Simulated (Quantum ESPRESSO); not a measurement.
**Band-structure run of BN (part 3 of 3)**

Continued. System: BN (F-43m, 2 atoms in the cell). Method: Kohn-Sham DFT of a periodic cell, rev-vdW-DF2, PseudoDojo 0.4.1 SR PBE standard, no spin polarisation (Quantum ESPRESSO 7.5); cutoff 1142.88 eV, 13×13×13 k-mesh, fermi-dirac of 0.05 eV. The structure derives from a Materials Project entry.

File pp_density.out, continued
```
     %%%%%%%%%%%%%%%%%%%%%%%%%%%%%%%%%%%%%%%%%%%%%%%%%%%%%%%%%%%%%%%%%%%%%%%%
     %                                                                      %
     %  vdW-DF NEWS:                                                        %
     %                                                                      %
     %  * vdW-DF3 is now available. DOI: 10.1021/acs.jctc.0c00471           %
     %    use with input_dft = 'vdW-DF3-opt1' or 'vdW-DF3-opt2'             %
     %                                                                      %
     %  * Unscreened and range-separated hybrid vdW-DF-cx functionals       %
     %    DOI: 10.1063/1.4986522 and 10.1088/1361-648X/ac2ad2               %
     %    use with input_dft = 'vdW-DF-cx0'    and 'vdW-DF-ahcx'            %
     %  * Unscreened and range-separated hybrid vdW-DF2-b86r functionals    %
     %    DOI: 10.1063/1.4986522 and DOI: 10.1103/PhysRevX.12.041003        %
     %    use with input_dft = 'vdW-DF2-br0' and 'vdW-DF2-ahbr'             %
     %                                                                      %
     %%%%%%%%%%%%%%%%%%%%%%%%%%%%%%%%%%%%%%%%%%%%%%%%%%%%%%%%%%%%%%%%%%%%%%%%

     Calling punch_plot, plot_num =   0
     Writing data to file  density.dat
     Reading data from file  density.dat

     Writing data to be plotted to file density.cube
     Plot Type: 3D                     Output format: Gaussian cube

=------------------------------------------------------------------------------=
   JOB DONE.
=------------------------------------------------------------------------------=
```

File pp_elf.out
```
This program is part of the open-source Quantum ESPRESSO suite
     for quantum simulation of materials; please cite
         "P. Giannozzi et al., J. Phys.:Condens. Matter 21 395502 (2009);
         "P. Giannozzi et al., J. Phys.:Condens. Matter 29 465901 (2017);
         "P. Giannozzi et al., J. Chem. Phys. 152 154105 (2020);
          URL
     in publications or presentations arising from this work. More details at

     ./tmp/pwscf.save/

     IMPORTANT: XC functional enforced from input :
     Exchange-correlation= VDW-DF2-B86R
                           (   1   4  26   0   2   0   0)
     Any further DFT definition will be discarded
     Please, verify this is what you really want

     G-vector sticks info
     --------------------
     sticks:   dense  smooth     PW     G-vecs:    dense   smooth      PW
     Sum         547     547    163                 8363     8363    1459

     Using Slab Decomposition

     %%%%%%%%%%%%%%%%%%%%%%%%%%%%%%%%%%%%%%%%%%%%%%%%%%%%%%%%%%%%%%%%%%%%%%%%
     %                                                                      %
     % You are using vdW-DF, which was implemented by the Thonhauser group. %
     % Please cite the following two papers that made this development      %
     % possible and the two reviews that describe the various versions:     %
     %                                                                      %
     %   T. Thonhauser et al., PRL 115, 136402 (2015).                      %
     %   T. Thonhauser et al., PRB 76, 125112 (2007).                       %
     %   K. Berland et al., Rep. Prog. Phys. 78, 066501 (2015).             %
     %   D.C. Langreth et al., J. Phys.: Condens. Matter 21, 084203 (2009). %
     %                                                                      %
     % If you are calculating stress with vdW-DF, please also cite:         %
     %                                                                      %
     %   R. Sabatini et al., J. Phys.: Condens. Matter 24, 424209 (2012).   %
     %                                                                      %
     %%%%%%%%%%%%%%%%%%%%%%%%%%%%%%%%%%%%%%%%%%%%%%%%%%%%%%%%%%%%%%%%%%%%%%%%

     %%%%%%%%%%%%%%%%%%%%%%%%%%%%%%%%%%%%%%%%%%%%%%%%%%%%%%%%%%%%%%%%%%%%%%%%
     %                                                                      %
     %  vdW-DF NEWS:                                                        %
     %                                                                      %
     %  * vdW-DF3 is now available. DOI: 10.1021/acs.jctc.0c00471           %
     %    use with input_dft = 'vdW-DF3-opt1' or 'vdW-DF3-opt2'             %
     %                                                                      %
     %  * Unscreened and range-separated hybrid vdW-DF-cx functionals       %
     %    DOI: 10.1063/1.4986522 and 10.1088/1361-648X/ac2ad2               %
     %    use with input_dft = 'vdW-DF-cx0'    and 'vdW-DF-ahcx'            %
     %  * Unscreened and range-separated hybrid vdW-DF2-b86r functionals    %
     %    DOI: 10.1063/1.4986522 and DOI: 10.1103/PhysRevX.12.041003        %
     %    use with input_dft = 'vdW-DF2-br0' and 'vdW-DF2-ahbr'             %
     %                                                                      %
     %%%%%%%%%%%%%%%%%%%%%%%%%%%%%%%%%%%%%%%%%%%%%%%%%%%%%%%%%%%%%%%%%%%%%%%%

     Calling punch_plot, plot_num =   8
     Message from routine do_elf_kin:
     elf/kin + US not fully implemented
     Writing data to file  elf.dat
     Reading data from file  elf.dat

     Writing data to be plotted to file elf.cube
     Plot Type: 3D                     Output format: Gaussian cube

=------------------------------------------------------------------------------=
   JOB DONE.
=------------------------------------------------------------------------------=
```

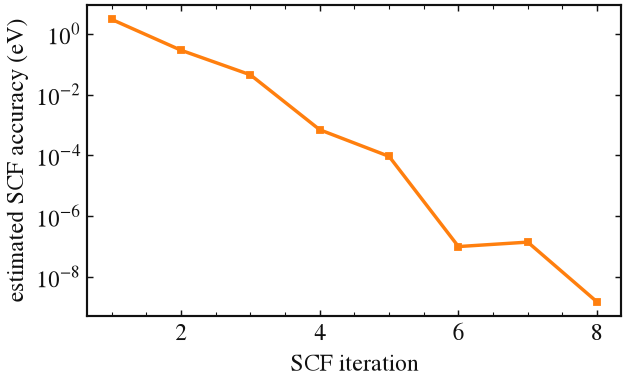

Convergence of the self-consistent field: estimated SCF accuracy against the iteration. The field takes 8 iterations in all.

The run was set up as follows.

Input file
```
&CONTROL
  calculation = 'scf'
  prefix = 'pwscf'
  outdir = './tmp'
  pseudo_dir = './pseudo'
  tprnfor = .true.
  tstress = .true.
  disk_io = 'low'
/
&SYSTEM
  ibrav = 0
  A = 2.5639706
  nat = 2
  ntyp = 2
  ecutwfc = 84
  nbnd = 9
  input_dft = 'vdw-df2-b86r'
  occupations = 'smearing'
  smearing = 'fd'
  degauss = 0.00367493
/
&ELECTRONS
  conv_thr = 4d-10
  electron_maxstep = 120
  mixing_beta = 0.5
/
ATOMIC_SPECIES
N     14.0070 N.upf
B     10.8100 B.upf
CELL_PARAMETERS alat
   0.0000000000    0.7071067820    0.7071067820
   0.7071067820    0.0000000000    0.7071067820
   0.7071067820    0.7071067820    0.0000000000
ATOMIC_POSITIONS alat
N      0.3535533910    0.3535533910    0.3535533910
B      0.0000000000    0.0000000000    0.0000000000
K_POINTS automatic
13 13 13 0 0 0
```

File pp_density.in
```
&INPUTPP
  prefix = 'pwscf'
  outdir = './tmp'
  filplot = 'density.dat'
  plot_num = 0
/
&PLOT
  nfile = 1
  filepp(1) = 'density.dat'
  iflag = 3
  output_format = 6
  fileout = 'density.cube'
/
```

File pp_potential.in
```
&INPUTPP
  prefix = 'pwscf'
  outdir = './tmp'
  filplot = 'potential.dat'
  plot_num = 11
/
&PLOT
  nfile = 1
  filepp(1) = 'potential.dat'
  iflag = 3
  output_format = 6
  fileout = 'potential.cube'
/
```

File pp_elf.in
```
&INPUTPP
  prefix = 'pwscf'
  outdir = './tmp'
  filplot = 'elf.dat'
  plot_num = 8
/
&PLOT
  nfile = 1
  filepp(1) = 'elf.dat'
  iflag = 3
  output_format = 6
  fileout = 'elf.cube'
/
```

File bands.in
```
&CONTROL
  calculation = 'bands'
  prefix = 'pwscf'
  outdir = './tmp'
  pseudo_dir = './pseudo'
  disk_io = 'low'
  verbosity = 'high'
/
&SYSTEM
  ibrav = 0
  A = 2.5639706
  nat = 2
  ntyp = 2
  ecutwfc = 84
  nbnd = 9
  input_dft = 'vdw-df2-b86r'
  occupations = 'smearing'
  smearing = 'fd'
  degauss = 0.00367493
/
&ELECTRONS
  conv_thr = 1d-08
  electron_maxstep = 120
  mixing_beta = 0.5
  diago_full_acc = .true.
/
ATOMIC_SPECIES
N     14.0070 N.upf
B     10.8100 B.upf
CELL_PARAMETERS alat
   0.0000000000    0.7071067820    0.7071067820
   0.7071067820    0.0000000000    0.7071067820
   0.7071067820    0.7071067820    0.0000000000
ATOMIC_POSITIONS alat
N      0.3535533910    0.3535533910    0.3535533910
B      0.0000000000    0.0000000000    0.0000000000
K_POINTS crystal
60
 0.0000000000  0.0000000000  0.0000000000 1
 0.0625000000  0.0000000000  0.0625000000 1
 0.1250000000  0.0000000000  0.1250000000 1
 0.1875000000  0.0000000000  0.1875000000 1
 0.2500000000  0.0000000000  0.2500000000 1
 0.3125000000  0.0000000000  0.3125000000 1
 0.3750000000  0.0000000000  0.3750000000 1
 0.4375000000  0.0000000000  0.4375000000 1
 0.5000000000  0.0000000000  0.5000000000 1
 0.5000000000  0.0625000000  0.5625000000 1
 0.5000000000  0.1250000000  0.6250000000 1
 0.5000000000  0.1875000000  0.6875000000 1
 0.5000000000  0.2500000000  0.7500000000 1
 0.4375000000  0.3125000000  0.7500000000 1
 0.3750000000  0.3750000000  0.7500000000 1
 0.3375000000  0.3375000000  0.6750000000 1
 0.3000000000  0.3000000000  0.6000000000 1
 0.2625000000  0.2625000000  0.5250000000 1
 0.2250000000  0.2250000000  0.4500000000 1
 0.1875000000  0.1875000000  0.3750000000 1
 0.1500000000  0.1500000000  0.3000000000 1
 0.1125000000  0.1125000000  0.2250000000 1
 0.0750000000  0.0750000000  0.1500000000 1
 0.0375000000  0.0375000000  0.0750000000 1
 0.0000000000  0.0000000000  0.0000000000 1
 0.0625000000  0.0625000000  0.0625000000 1
 0.1250000000  0.1250000000  0.1250000000 1
 0.1875000000  0.1875000000  0.1875000000 1
 0.2500000000  0.2500000000  0.2500000000 1
 0.3125000000  0.3125000000  0.3125000000 1
 0.3750000000  0.3750000000  0.3750000000 1
 0.4375000000  0.4375000000  0.4375000000 1
 0.5000000000  0.5000000000  0.5000000000 1
 0.5250000000  0.4500000000  0.5250000000 1
 0.5500000000  0.4000000000  0.5500000000 1
 0.5750000000  0.3500000000  0.5750000000 1
 0.6000000000  0.3000000000  0.6000000000 1
 0.6250000000  0.2500000000  0.6250000000 1
 0.5833333333  0.2500000000  0.6666666667 1
 0.5416666667  0.2500000000  0.7083333333 1
 0.5000000000  0.2500000000  0.7500000000 1
 0.5000000000  0.2857142857  0.7142857143 1
 0.5000000000  0.3214285714  0.6785714286 1
 0.5000000000  0.3571428571  0.6428571429 1
 0.5000000000  0.3928571429  0.6071428571 1
 0.5000000000  0.4285714286  0.5714285714 1
 0.5000000000  0.4642857143  0.5357142857 1
 0.5000000000  0.5000000000  0.5000000000 1
 0.4821428571  0.4821428571  0.5357142857 1
 0.4642857143  0.4642857143  0.5714285714 1
 0.4464285714  0.4464285714  0.6071428571 1
 0.4285714286  0.4285714286  0.6428571429 1
 0.4107142857  0.4107142857  0.6785714286 1
 0.3928571429  0.3928571429  0.7142857143 1
 0.3750000000  0.3750000000  0.7500000000 1
 0.6250000000  0.2500000000  0.6250000000 1
 0.5937500000  0.1875000000  0.5937500000 1
 0.5625000000  0.1250000000  0.5625000000 1
 0.5312500000  0.0625000000  0.5312500000 1
 0.5000000000  0.0000000000  0.5000000000 1
```

Run as:
```bash
OMP_NUM_THREADS=1 pw.x -in pw.in > pw.out
OMP_NUM_THREADS=1 pp.x -in pp_density.in > pp_density.out
OMP_NUM_THREADS=1 pp.x -in pp_potential.in > pp_potential.out
OMP_NUM_THREADS=1 pp.x -in pp_elf.in > pp_elf.out
OMP_NUM_THREADS=1 pw.x -in bands.in > bands.out
```

Key numbers

```json
{"quantity": "outcome", "value": "converged"}
{"quantity": "space group (tolerance 0.01 Å)", "value": "F-43m (216)"}
{"quantity": "electrons treated", "value": "8"}
{"quantity": "free energy", "value": "−365.4174 eV"}
{"quantity": "Fermi energy", "value": "13.194 eV"}
{"quantity": "gap on the k-point mesh", "value": "4.60 eV"}
{"quantity": "gap on the band path", "value": "4.53 eV"}
{"quantity": "pressure", "value": "−1.04 GPa"}
{"quantity": "largest force (length of the vector)", "value": "under 0.001 eV/Å"}
{"quantity": "hardware", "value": "1 thread of Intel Xeon @ 2.30GHz (Granite Rapids), 24 GiB of memory available, shared host"}
{"quantity": "wall time", "value": "4.8 min"}
{"quantity": "peak memory", "value": "0.09 GiB"}
```

Remarks

Further notes kept with the run: potentials made for another functional. Points of doubt noted for this run: potentials made for another functional.
